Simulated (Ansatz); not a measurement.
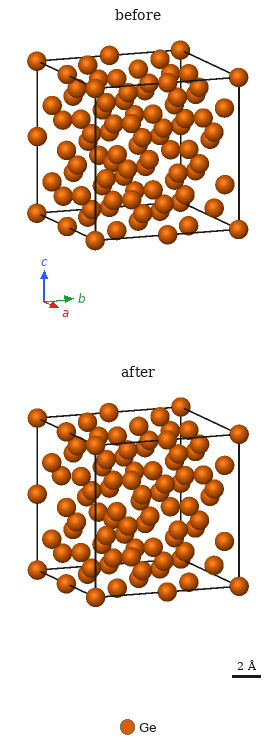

The structure of a defect cell of composition Ge$_{65}$ (cell charge +2) before (top) and after (bottom) a relaxation, at one scale.

A spheres-only model of the cell of the calculation (origin shifted), seen slightly off an axis.

All numbers below come from DFT, PBEsol, PAW, plane waves in Ansatz 0.2.0. Set-up: plane-wave cutoff 420 eV; k-point mesh 1 × 1 × 1; mesh shifted by (0.25, 0.25, 0.25); no spin polarisation; atoms relaxed in a fixed cell; force threshold 0.03 eV/Å; at most 80 steps.

What changed between the two?

Answer. The energy falls by 1.200 eV per cell of the calculation in 3 geometry steps. Largest force component: 1.5 eV/Å at the start, 0.012 eV/Å at the end. A Ge atom moves most: 0.21 Å along [1 1 1]. The lattice vectors keep their values. Near-neighbour distances that change, for instance: Ge–Ge 2.453 → 2.655 Å, Ge–Ge 2.435 → 2.596 Å, Ge–Ge 2.409 → 2.548 Å, Ge–Ge 2.432 → 2.548 Å. Bond angles that change, for instance: Ge–Ge–Ge 108.1° → 114.0°, Ge–Ge–Ge 110.8° → 105.3°, Ge–Ge–Ge 111.8° → 106.8°. The run took 3.9 s on 1 × NVIDIA GB200 with 8 threads of Arm Neoverse-V2, peak memory 2 GiB.

Limits of the set-up: the cell is charged, on a uniform background, and energies carry no finite-size correction.
